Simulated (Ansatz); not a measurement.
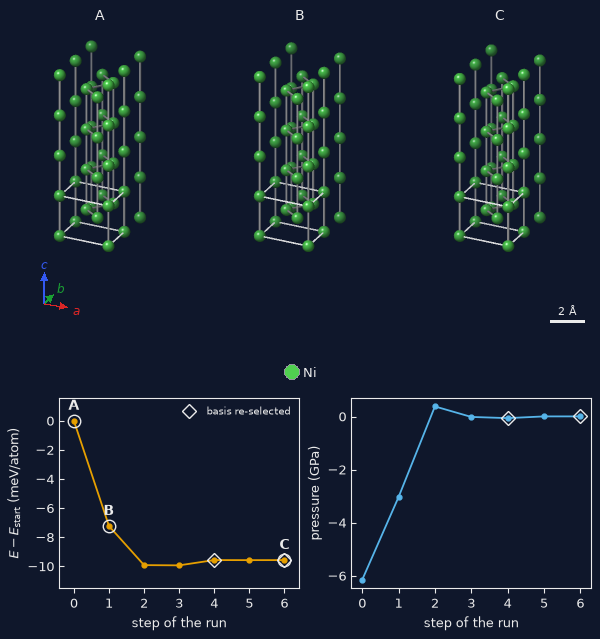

Frames of a relaxation of solid Ni (a generated structure, set up in P6/mmm), marked on the history of the run. Style: ball-and-stick. Shown: the cell of the calculation, repeated 1 × 2 × 4 with one cell outlined, slightly off an axis.

Phase: omega (AlB2-type).

The calculation used DFT, r2SCAN, plane waves (500 eV) with PAW, scalar-relativistic (Ansatz). Settings: plane-wave cutoff 500 eV; k-point mesh 9 × 9 × 13; occupations fermi dirac; smearing width 0.1 eV; no spin polarisation; cell and atoms relaxed; force threshold 0.01 eV/Å; at most 60 steps.

> Describe the path.

No atom moves by more than 0.005 Å relative to the cell. The drawn cell changes as follows: a = b 3.954 → 3.939 Å (−0.4 %), c 2.424 → 2.367 Å (−2.4 %); the volume changes by −3.1 %. Near-neighbour distances that change, for instance: Ni–Ni 2.424 → 2.367 Å, Ni–Ni 2.283 → 2.274 Å. The space group stays P6/mmm (No. 191). Over 4 accepted moves (6 points after the start) the energy falls by 9.6 meV per atom. All forces vanish by symmetry, so only the cell relaxes. The pressure goes from −6.15 to 0.01 GPa. At 2 points the geometry stayed and the basis and grid were re-selected for the new cell (energy shift of 0.4 meV per atom at most each time). Cost: 2 min on 1 thread of Intel(R) Xeon(R) Platinum 8259CL CPU @ 2.50GHz (Skylake/Cascade Lake), on a shared host, peak memory 0.65 GiB. From step 0 to 1: volume −1.6 %, energy −7.2 meV per atom. From step 1 to 6: volume −1.5 %, energy −2.3 meV per atom.

```
step  E − E(0), meV/atom  pressure, GPa  volume, Å³/atom                      note
   0                0.00          -6.15           10.940                          
   1               -7.23          -3.03           10.762                          
   2               -9.91           0.38           10.586                          
   3               -9.93          -0.01           10.606                          
   4               -9.57          -0.06           10.606  same geometry, new basis
   5               -9.57           0.01           10.603                          
   6               -9.57           0.01           10.603  same geometry, new basis
```
